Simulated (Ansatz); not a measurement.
# Band-structure calculation of CdGeAs2 (part 2 of 2)

Continued. System: CdGeAs2 (8 atoms in the cell). Method: DFT, HSE06, plane waves, PAW, no spin polarisation (Ansatz 0.2.0); cutoff 420 eV, 4×4×4 k-mesh, Fermi–Dirac smearing of 0.02 eV. The structure derives from a Materials Project entry. The geometry comes from this level: r2SCAN (a point of a series of strains). It belongs to a series of runs on one base structure; here: hydrostatic strain -2.0%.

Geometry of the input (Å; fractional positions):
```
-2.9303  2.9303  5.5389
2.9303  -2.9303  5.5389
2.9303  2.9303  -5.5389
Cd 0.2500  0.7500  0.5000
Cd 0.5000  0.5000  0.0000
Ge 0.0000  0.0000  0.0000
Ge 0.7500  0.2500  0.5000
As 0.8750  0.3471  0.9721
As 0.6529  0.6250  0.5279
As 0.3750  0.9029  0.0279
As 0.0971  0.1250  0.4721
```

```
hybrid outer 3: dexx = +1.978e-9 eV, tail = 3.35e-10 eV, Δε = 1.72e-4 eV (about 1.58e-5 eV left of the loop's levels), ΔF = 7.34e-5 eV/Å (tail 3.20e-5)
NSCF: frozen V_eff on 9 k-points
hybrid SCF converged: 3 outer / 18 inner (+10 warm-up), last move |dexx| = 1.98e-9 eV, tail = 3.35e-10 eV
Stability not checked: this state was not tested for a lower state beside it, because the functional holds exact exchange (a hybrid, or Hartree-Fock), whose exchange loop this test does not read (fock_operator; see scf.lower_state_search)
Free energy (F): -44537.947529 eV
Frozen-core exchange: fock
Harris-Foulkes:  -44537.947529 eV  (|F-HF|=8.73e-11)
Internal energy: -44537.947529 eV  (E = F + TS)
E sigma→0 (E₀):  -44537.947529 eV
Fermi energy:    9.520540 eV
--- Per-component energies (eV) ---
  E_band       = -2587.011127
  E_kinetic    = 1646.709999
  E_local      = -19570.975700  (includes V_loc(G=0)·N_el)
  E_nonlocal   = -1777.422467
  E_hartree    = 9582.771337
  E_xc         = -661.427707
  E_vxc        = -711.757909  (∫ρ·V_xc dr)
  E_exx        = -530.638156  (= α·E_x^exact, valence–valence)
  E_paw        = -19189.517700  (= ΣΔE_a)
  E_vpaw       = -277.831631  (= ΣTr[D̂ρ^β])
  E_aug_tail   = 0.000667  (compensation charges beyond the density's cutoff)
  E_ewald      = -14032.472072
  E_core_change = -4.975733  (= ΣΔE_core)
  E_smearing   = -0.000000  (= −TS)
  E_closure    = 0.000003  (closes the sum)
  Σ components = -44537.947529   (vs F -44537.947529, Δ=0.00e0)
--- Forces (eV/Å), atoms counted from 1 ---
  atom   1  Cd    -0.00000000    -0.00000000    -0.00000000
  atom   2  Cd    -0.00000000     0.00000000    -0.00000000
  atom   3  Ge    -0.00000000     0.00000000     0.00000000
  atom   4  Ge    -0.00000000    -0.00000000     0.00000000
  atom   5  As    -0.02969511     0.00000000    -0.00000000
  atom   6  As     0.00000000     0.02969511    -0.00000000
  atom   7  As     0.02969511    -0.00000000     0.00000000
  atom   8  As     0.00000000    -0.02969511    -0.00000000
  max |Σ_I F_I| component: 8.24e-18 eV/Å
--- Stress (GPa, compression-positive) ---
        4.527033       0.000000      -0.000000
        0.000000       4.527033       0.000000
        0.000000      -0.000000       4.336852
  P = ⅓ Tr σ = 4.4636 GPa (44.636 kbar)
--- Band table (eV; the first three rows and the last of 13) ---
  k-point 0: bands = ["-98.6600", "-98.6600", "-58.3896", "-58.3895", "-58.3614", "-58.3614", "-58.3611", "-58.3611", "-29.8210", "-29.8205", "-29.8198", "-29.8198", "-29.8177", "-29.8175", "-29.8173", "-29.8173", "-29.7483", "-29.7478", "-29.7475", "-29.7475", "-29.7193", "-29.7189", "-29.7181", "-29.7181", "-29.7041", "-29.7040", "-29.7039", "-29.7039", "-19.1451", "-19.1451", "-19.1450", "-19.1401", "-19.1358", "-19.1358", "-19.1108", "-19.1097", "-19.1087", "-19.1064", "-5.5539", "-3.0508", "-3.0508", "-3.0373", "-1.4043", "-0.9415", "-0.8917", "-0.8917", "-0.7737", "-0.7064", "-0.6745", "-0.6204", "-0.3188", "-0.3188", "-0.3065", "1.7087", "4.3515", "4.3960", "4.3960", "4.7838", "5.3842", "6.4698", "6.4698", "8.8553", "8.8553", "9.1034", "9.9377", "10.8020", "11.4065", "12.7291", "12.7291", "13.0885"]
  k-point 1: bands = ["-98.6600", "-98.6600", "-58.3896", "-58.3895", "-58.3613", "-58.3613", "-58.3612", "-58.3612", "-29.8208", "-29.8204", "-29.8201", "-29.8200", "-29.8177", "-29.8175", "-29.8173", "-29.8173", "-29.7482", "-29.7478", "-29.7476", "-29.7476", "-29.7190", "-29.7188", "-29.7184", "-29.7183", "-29.7042", "-29.7040", "-29.7039", "-29.7038", "-19.1451", "-19.1450", "-19.1436", "-19.1397", "-19.1371", "-19.1366", "-19.1105", "-19.1097", "-19.1084", "-19.1067", "-5.2187", "-3.6327", "-3.1838", "-3.0735", "-1.0480", "-1.0147", "-0.9170", "-0.8954", "-0.7626", "-0.7455", "-0.7112", "-0.6964", "-0.5138", "-0.3383", "0.0912", "1.6968", "3.8833", "4.3529", "4.9937", "5.4937", "5.8734", "6.0004", "6.9589", "7.3387", "7.8175", "8.5757", "11.3644", "11.3855", "12.4144", "12.9388", "13.4289", "13.6253"]
  k-point 2: bands = ["-98.6600", "-98.6600", "-58.3895", "-58.3895", "-58.3613", "-58.3613", "-58.3612", "-58.3612", "-29.8204", "-29.8204", "-29.8202", "-29.8202", "-29.8176", "-29.8176", "-29.8173", "-29.8173", "-29.7479", "-29.7479", "-29.7477", "-29.7477", "-29.7187", "-29.7187", "-29.7186", "-29.7186", "-29.7042", "-29.7042", "-29.7038", "-29.7038", "-19.1450", "-19.1450", "-19.1405", "-19.1405", "-19.1382", "-19.1382", "-19.1100", "-19.1100", "-19.1075", "-19.1075", "-4.4731", "-4.4731", "-3.2058", "-3.2058", "-0.9388", "-0.9388", "-0.9013", "-0.9013", "-0.7545", "-0.7545", "-0.6920", "-0.6920", "-0.6082", "-0.6082", "0.9843", "0.9843", "3.6031", "3.6031", "5.1662", "5.1662", "6.9569", "6.9569", "7.7425", "7.7425", "8.3002", "8.3002", "10.5051", "10.5051", "12.3860", "12.3860", "13.6161", "13.6161"]
  k-point 12: bands = ["-98.6600", "-98.6600", "-58.3895", "-58.3895", "-58.3613", "-58.3613", "-58.3612", "-58.3612", "-29.8210", "-29.8210", "-29.8197", "-29.8197", "-29.8174", "-29.8174", "-29.8174", "-29.8174", "-29.7480", "-29.7480", "-29.7475", "-29.7475", "-29.7191", "-29.7191", "-29.7181", "-29.7181", "-29.7040", "-29.7040", "-29.7039", "-29.7039", "-19.1456", "-19.1456", "-19.1425", "-19.1425", "-19.1353", "-19.1353", "-19.1108", "-19.1108", "-19.1071", "-19.1071", "-4.6483", "-4.6483", "-3.0560", "-3.0560", "-1.0546", "-1.0546", "-0.8278", "-0.8278", "-0.7635", "-0.7635", "-0.6787", "-0.6787", "-0.4947", "-0.4947", "0.9778", "0.9778", "4.9467", "4.9467", "5.1081", "5.1081", "6.4320", "6.4320", "6.8743", "6.8743", "7.7857", "7.7857", "11.0324", "11.0324", "11.1853", "11.1853", "12.4272", "12.4272"]
```

### File v_z.tsv
```
# z_ang	v_es[eV]	v_tot[eV]
# format = ansatz-planar-average/11
# xc	hse06
# density_cutoff_ev	1680
# datasets	Cd=:simpson_from_first_knot:soft:fock:shift=0	Ge=:simpson_from_first_knot:soft:fock:shift=0	As=:simpson_from_first_knot:soft:fock:shift=0
# lattice	-2.930302727	2.930302727	5.538870565
# lattice	2.930302727	-2.930302727	5.538870565
# lattice	2.930302727	2.930302727	-5.538870565
# sites	8
# site	48	2.930302727	0.000000000	2.769435283
# site	48	0.000000000	0.000000000	5.538870565
# site	32	0.000000000	0.000000000	0.000000000
# site	32	0.000000000	2.930302727	2.769435283
# site	33	1.301789925	4.395454090	1.384717641
# site	33	1.465151363	1.628512801	4.154152924
# site	33	1.628512801	-1.465151363	6.923588207
# site	33	1.465151363	1.301789925	-1.384717641
0.000000	5.598470e0	-2.861422e0
0.144116	5.618211e0	-2.816292e0
0.288231	5.680668e0	-2.682521e0
0.432347	5.795397e0	-2.462031e0
0.576462	5.977513e0	-2.151554e0
0.720578	6.245664e0	-1.741313e0
0.864693	6.617251e0	-1.221801e0
1.008809	7.098591e0	-5.963185e-1
1.152924	7.670520e0	1.064488e-1
1.297040	8.277756e0	8.253674e-1
1.441155	8.829251e0	1.465813e0
1.585271	9.215891e0	1.912253e0
1.729386	9.354076e0	2.071916e0
1.873502	9.215891e0	1.912253e0
2.017617	8.829251e0	1.465813e0
2.161733	8.277756e0	8.253674e-1
2.305848	7.670520e0	1.064488e-1
2.449964	7.098591e0	-5.963185e-1
2.594080	6.617251e0	-1.221801e0
2.738195	6.245664e0	-1.741313e0
2.882311	5.977513e0	-2.151554e0
3.026426	5.795397e0	-2.462031e0
3.170542	5.680668e0	-2.682521e0
3.314657	5.618211e0	-2.816292e0
3.458773	5.598470e0	-2.861422e0
3.602888	5.618211e0	-2.816292e0
3.747004	5.680668e0	-2.682521e0
3.891119	5.795397e0	-2.462031e0
4.035235	5.977513e0	-2.151554e0
4.179350	6.245664e0	-1.741313e0
4.323466	6.617251e0	-1.221801e0
4.467581	7.098591e0	-5.963185e-1
4.611697	7.670520e0	1.064488e-1
4.755813	8.277756e0	8.253674e-1
4.899928	8.829251e0	1.465813e0
5.044044	9.215891e0	1.912253e0
5.188159	9.354076e0	2.071916e0
5.332275	9.215891e0	1.912253e0
5.476390	8.829251e0	1.465813e0
5.620506	8.277756e0	8.253674e-1
5.764621	7.670520e0	1.064488e-1
5.908737	7.098591e0	-5.963185e-1
6.052852	6.617251e0	-1.221801e0
6.196968	6.245664e0	-1.741313e0
6.341083	5.977513e0	-2.151554e0
6.485199	5.795397e0	-2.462031e0
6.629314	5.680668e0	-2.682521e0
6.773430	5.618211e0	-2.816292e0
```

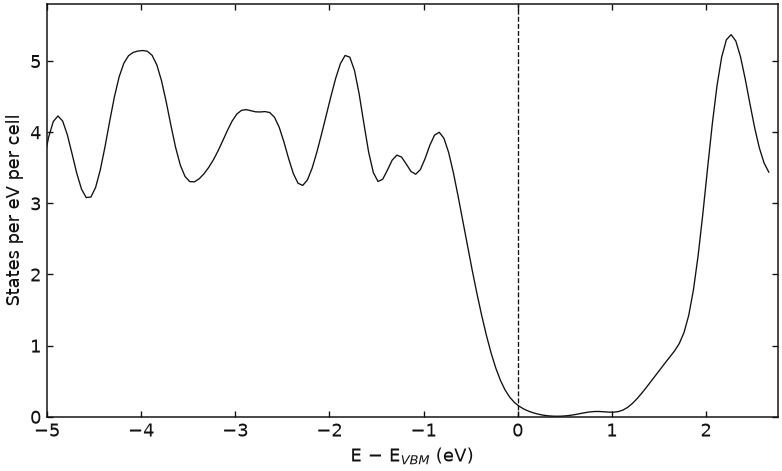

*Density of states (the curve is built from the levels of the k mesh with Gaussians 0.4 eV wide, which also blur the band edges), with energies from the valence-band top.*

There is a gap of 0.83 eV on the k-point mesh. The curves stop near 2.3 eV above the Fermi level, where the computed bands end. Small ripples come from the finite k-point mesh.

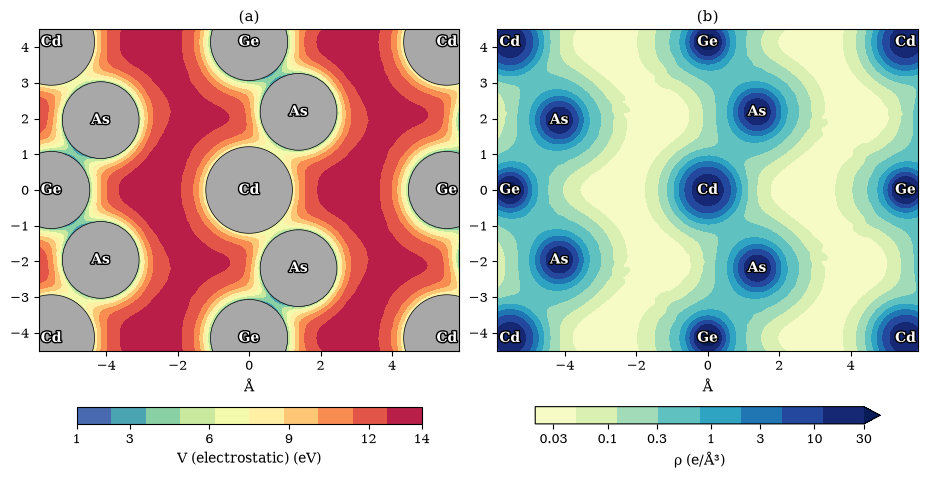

*(a) electrostatic potential (local pseudopotential plus Hartree) felt by an electron; (b) valence electron density on the (110) plane of the conventional cell. Grey discs, where drawn, cover atomic cores.*

Ge–As (2.40 Å): the density is about 0.58 e/Å³ at the midpoint. Cd–As (2.59 Å): ρ is about 0.41 e/Å³ halfway. Away from the nuclei the density in this plane falls to 0.007 e/Å³ at its lowest. Outside the cores the potential energy rises away from the atoms and is highest about 2.3 Å from the nearest atoms; outside the discs it spans about 12 eV, and its zero is arbitrary. The fields are those of the smooth PAW valence density.

### Key numbers

| quantity | value |
| --- | --- |
| outcome | converged |
| space group (tolerance 0.01 Å) | I-42d (122) |
| electrons treated | 128 |
| free energy | −44537.9475 eV |
| Fermi energy | 9.521 eV |
| gap on the k-point mesh | 0.83 eV |
| pressure | 4.46 GPa |
| largest force (length of the vector) | 0.030 eV/Å |
| wall time | 2.6 min (CPU time 4.1 min) |
| peak memory | 4.5 GiB |

### Notes

Warnings of the run: the exchange loop's threshold is looser than advised for the stress; the SCF threshold is looser than advised for the printed stress.
